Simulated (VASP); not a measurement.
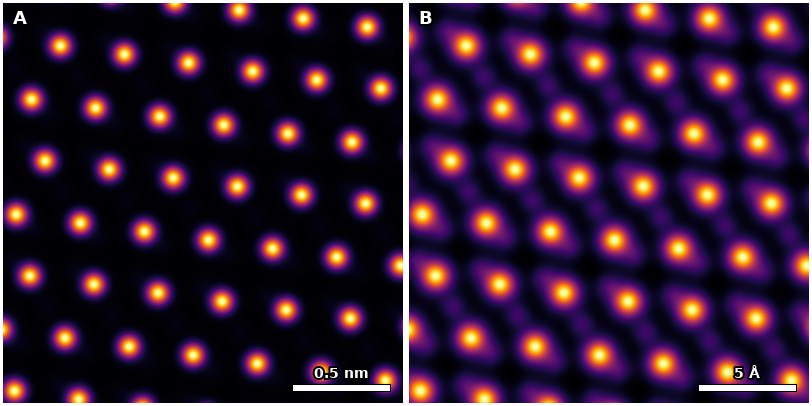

Two simulated images of the same area of La2O3 (P-3m1, No. 164) along [100], with a probe of 0.91 Å. One is incoherent Z contrast (Z^1.8 per atom), the other the projected potential of neutral atoms blurred by the probe (iDPC-like, thin sample). Brightness is counted from the darkest point of the image. Structure used: the end point of a relaxation with VASP Kohn-Sham DFT of a periodic cell, PBE with D3(BJ), VASP PAW PBE potentials, recommended in VASP 6.6.1.

Q: Which panel is which, and how can one tell?

A is the Z-contrast image and B the potential image. The columns of 1 O per repeat reach about 3 % of the brightest peak (1 La) in A but about 23 % in B, mainly since the potential grows much more slowly with atomic number. The O columns show clearly in B alone.
